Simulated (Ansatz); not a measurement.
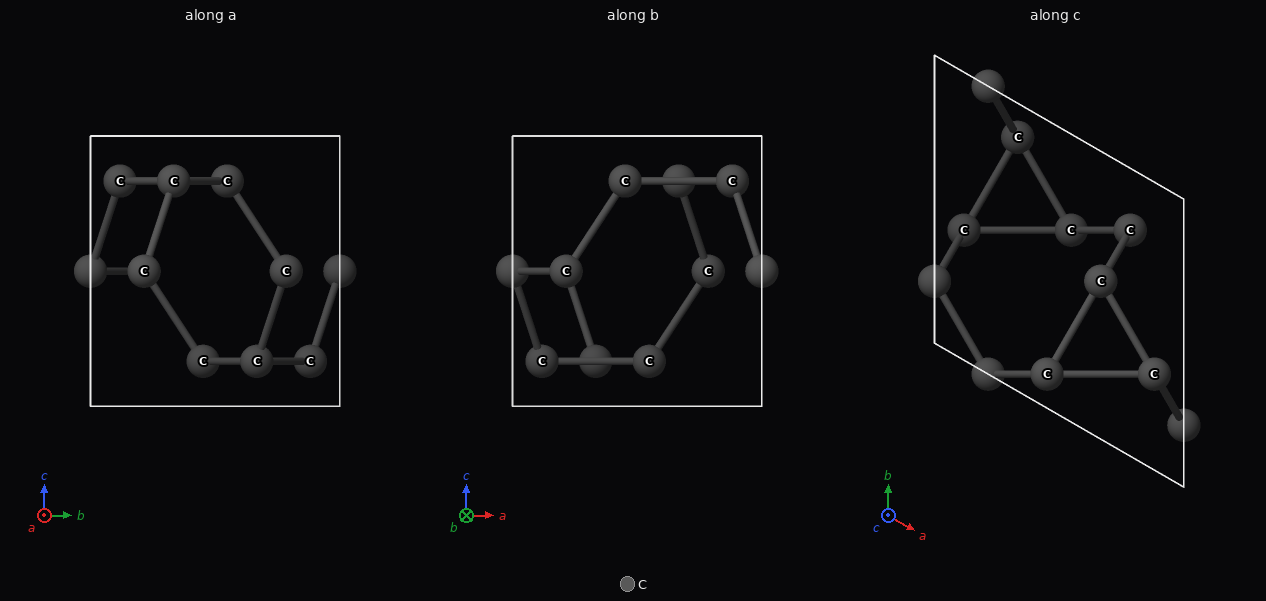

View along the a axis, along the b axis and along the c axis, drawn as a ball-and-stick model. The outline marks the conventional unit cell.

Lattice parameters: a = 4.1344 Å, b = 4.1344 Å, c = 3.8824 Å, α = 90.000°, β = 90.000°, γ = 120.000°.

Q: Transcribe the picture into a CIF with its space group and independent sites, with free fractional coordinates to two decimals.

A:
```cif
data_structure
_symmetry_space_group_name_H-M 'R 3 2 :H'
_symmetry_Int_Tables_number 155
_cell_length_a 4.1344
_cell_length_b 4.1344
_cell_length_c 3.8824
_cell_angle_alpha 90.000
_cell_angle_beta 90.000
_cell_angle_gamma 120.000
_cell_volume 57.47
loop_
_atom_site_label
_atom_site_type_symbol
_atom_site_symmetry_multiplicity
_atom_site_Wyckoff_symbol
_atom_site_fract_x
_atom_site_fract_y
_atom_site_fract_z
_atom_site_occupancy
C1 C 9 e 0.22 0.00 0.50 1
```

The model was built from a structure type filled with this element by a generator (whether the element takes this form wasn't checked). The picture shows the end point of a geometry optimisation with DFT PBE, scalar-relativistic, plane waves, PAW (Ansatz).
